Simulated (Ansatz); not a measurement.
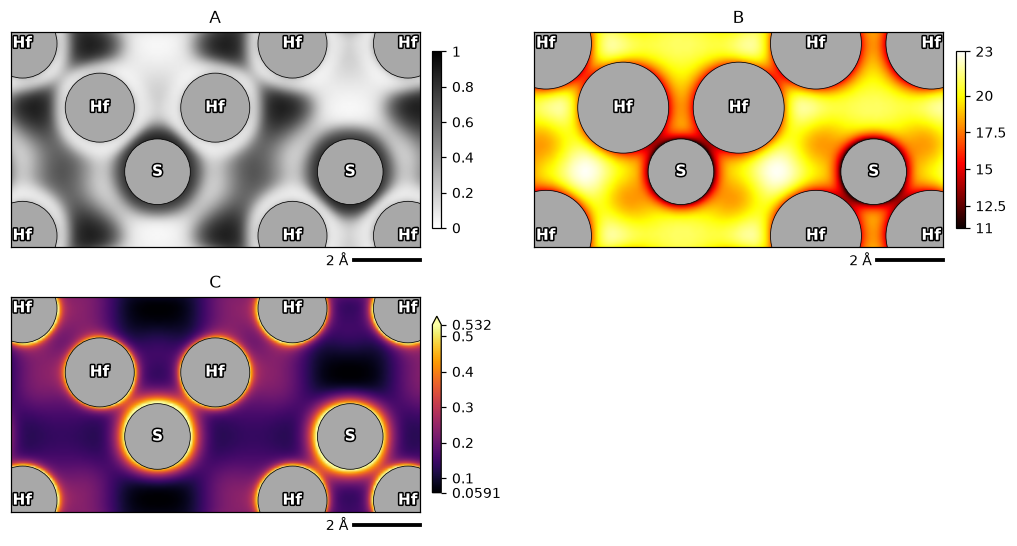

Hf2S: 3 fields on the (110) plane of the conventional cell, with unlabelled colour scales. Grey discs cover the atomic cores.

Space group P6₃/mmc; a structure from a database of computed crystals, not necessarily the ambient phase.

The calculation used DFT r2SCAN, scalar-relativistic, plane waves, PAW (Ansatz).

### The panels show electron localisation function, electrostatic potential energy of an electron and valence pseudo-density in some order. Assign them.

Panel A: electron localisation function. Panel B: electrostatic potential energy of an electron (low next to the atoms, rising into the space between them). Panel C: valence pseudo-density. From the grid: Hf–S (2.62 Å): ρ is about 0.36 e/Å³ halfway; the ELF peaks at about 0.85 in the valence shell of S, 0.8 Å from its nucleus, and is about 0.30 at the midpoint; no shared electron pair shows on this line. Hf–Hf (3.05 Å): the density is about 0.21 e/Å³ at the midpoint; the ELF is about 0.25 at the midpoint: no shared electron pair shows on this line.
